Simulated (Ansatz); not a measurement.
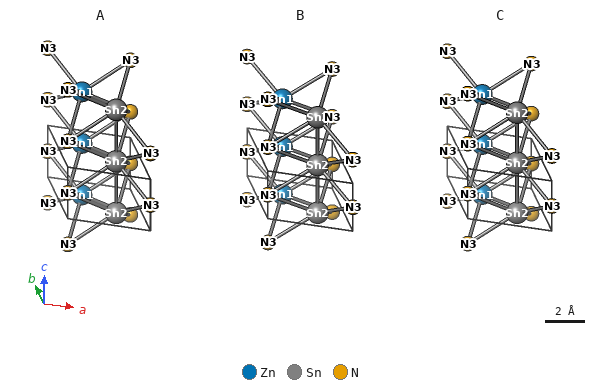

3 geometries from one relaxation of crystalline ZnSnN (a generated structure, set up in P-6m2) (coarse preliminary run), in shuffled order. The picture is a ball-and-stick view of the cell of the calculation, repeated 1 × 1 × 2 with one cell outlined, seen from a free direction.

All numbers below come from Ansatz, DFT PBE, scalar-relativistic, plane waves, PAW. Set-up: plane-wave cutoff 420 eV; k-point mesh 6 × 6 × 6; occupations gaussian; smearing width 0.1 eV; no spin polarisation; cell and atoms relaxed; force threshold 0.04 eV/Å; at most 70 steps.

**Order the frames from highest to lowest energy.**

B, C, A. They are steps 0, 1, 6, at +36.7 meV per atom, +10.1 meV per atom relative to the last. No atom moves by more than 0.005 Å relative to the cell. The volume changes by +2.1 %, with a = b 4.577 → 4.449 Å (−2.8 %), c 2.836 → 3.064 Å (+8.0 %). Some distances before and after: Sn2–Sn2 2.836 → 3.064 Å, Zn1–Sn2 2.643 → 2.568 Å, Sn2–N3 2.999 → 2.991 Å, Zn1–N3 2.999 → 2.991 Å. The space group stays P-6m2 (No. 187). Over 3 accepted moves (6 points after the start) the energy falls by 36.7 meV per atom. All forces vanish by symmetry, so only the cell relaxes. The pressure goes from 0.92 to 0.12 GPa. The line search rejected the trial step at point 2 of the run. At 2 points the geometry stayed and the basis and grid were re-selected for the new cell (energy shift of 1.7 meV per atom at most each time).
